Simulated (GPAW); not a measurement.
BP (F-43m): refractive index against wavelength

The refractive index of BP (F-43m) below the direct gap (3.41 eV on the mesh) is read from one computed spectrum, n = √(Re ε).

The structure is cubic, space group F-43m (No. 216). The conventional cell has a = 4.538 Å, b = 4.538 Å, c = 4.538 Å, α = 90.00°, β = 90.00°, γ = 90.00°. P on site c is surrounded by 4 B at 1.97 Å. B on site a has 4 P at 1.97 Å as nearest neighbours.

Method: GPAW 26.7.0, PBE, RPA, k-mesh 13×13×13, local fields up to 50 eV, Lorentzian half width 0.15 eV.

Launch of the response step: `OMP_NUM_THREADS=1 python df.py`. The run took 26 s, its band step included, on 1 thread of Arm Neoverse V1 (shared host).

```
wavelength (nm)  photon energy E (eV)       n
           1550                 0.800  3.0145
           1310                 0.946  3.0247
           1064                 1.165  3.0436
            850                 1.459  3.0763
            700                 1.771  3.1219
            633                 1.959       ?
            532                 2.331  3.2397
```

In the single-oscillator model n² − 1 = E₀E_d/(E₀² − E²), so 1/(n² − 1) = E₀/E_d − E²/(E₀E_d) is linear in E².

Working, on the rows shown:

| x = E² (eV²) | y = 1/(n² − 1) |
| --- | --- |
| 0.639837 | 0.123652 |
| 0.895757 | 0.122717 |
| 1.35784 | 0.121014 |
| 2.12762 | 0.118153 |
| 3.13716 | 0.114335 |
| 5.43137 | 0.105311 |

Means: x̄ = 2.2649, ȳ = 0.11753. Σ(x − x̄)(y − ȳ) = -0.06177, Σ(x − x̄)² = 16.14. Slope = -0.06177 / 16.14 = -0.003826; intercept = ȳ − slope · x̄ = 0.1262. Turned back into n, the line misses the rows shown by at most 0.0017.

Question: Predict the last column of the withheld row from the fit.

Answer: At x = 3.8364 the line gives y = 0.11152, that is 3.1571. The run gave 3.1556, so the interpolation is off by 0.0015, 0.7 % of the range in the table.

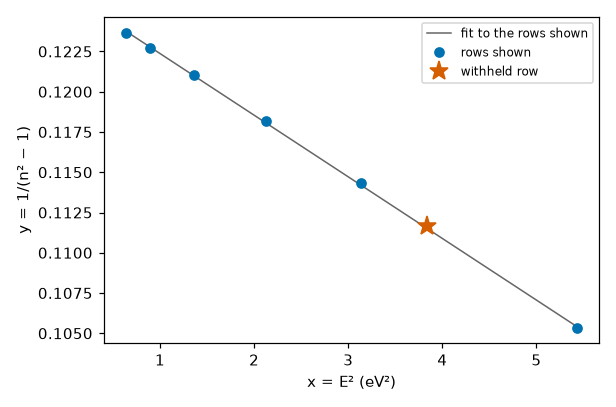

Refitted with all rows, the slope is -0.003818 and the intercept 0.12619. These give E₀ = √(intercept/−slope) = 5.75 eV and E_d = E₀/intercept = 45.6 eV; E₀ is 1.7 times the direct gap. The electronic limit at long wavelengths, without lattice vibrations, is n = √(1 + 1/intercept) = 2.987. Excitons are left out; PBE gaps are as a rule too small. The values come from a sum over the points of one k-mesh and carry its error, which grows as the direct gap shrinks. The local-field cutoff holds few shells of reciprocal vectors for this small cell, so ε∞ can read a few per cent high.

[Logs are printed without paths, hosts, clocks, repeated set-up lines and the standing remarks that a program may print on its own settings, such as how far it seeks lower states.]
